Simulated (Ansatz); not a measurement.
The cell of Cu$_{2}$O (Pn-3m). Origin of the cell: the end point of a relaxation with Ansatz 0.2.0, DFT PBE, scalar-relativistic, plane waves, PAW.

```
Cu O
1.0
     4.29824    0.00000    0.00000
     0.00000    4.29824    0.00000
     0.00000    0.00000    4.29824
Cu O
4 2
Direct
  0.25000 0.25000 0.25000
  0.25000 0.75000 0.75000
  0.75000 0.75000 0.25000
  0.75000 0.25000 0.75000
  0.00000 0.00000 0.00000
  0.50000 0.50000 0.50000
```

At each point the valence sum V of a Cu+ ion is computed from the anions within 5 Å (s = exp((R0 − d)/b), R0 fitted to published crystal structures with b = 0.37 Å; R0: Cu+–O 1.566 Å). The other Cu+ ions are ignored. This is an empirical screen for pathways, not an energy calculation.

Along which directions could Cu+ move by this screen (counting the regions that come within 0.6 Å of a Cu site)?

From a mismatch of about 0.05 v.u. the regions form a three-dimensional network. These are grid estimates, good to about 0.1 v.u.

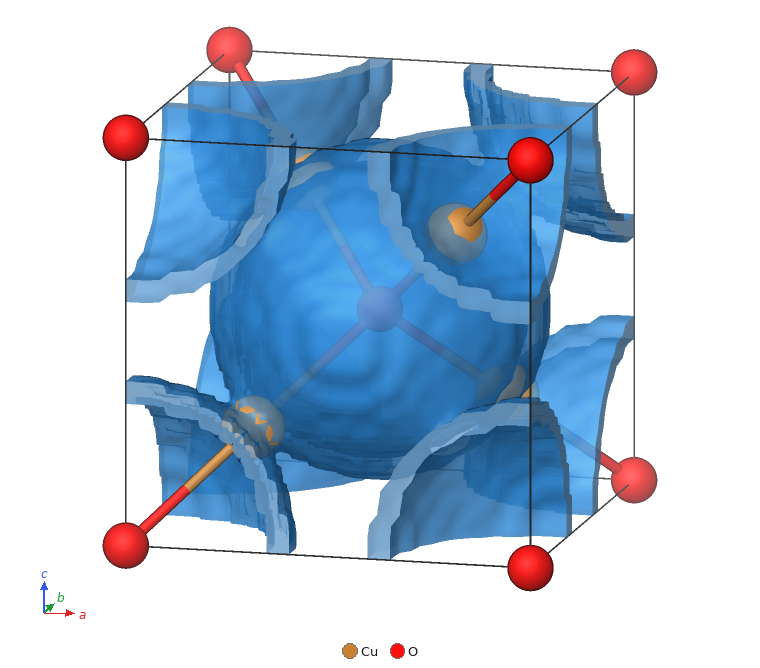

Bond-valence mismatch map for Cu+ in Cu2O (Pn-3m, No. 224): the blue surface encloses the points where |V − 1| < 0.1 v.u. (1×1×1 cells, view slightly off an axis). Pale faces close the region where the drawn box cuts it. At this level they form a three-dimensional network.

What is the valence sum at the Cu sites themselves?

0.93 v.u., against the formal 1.
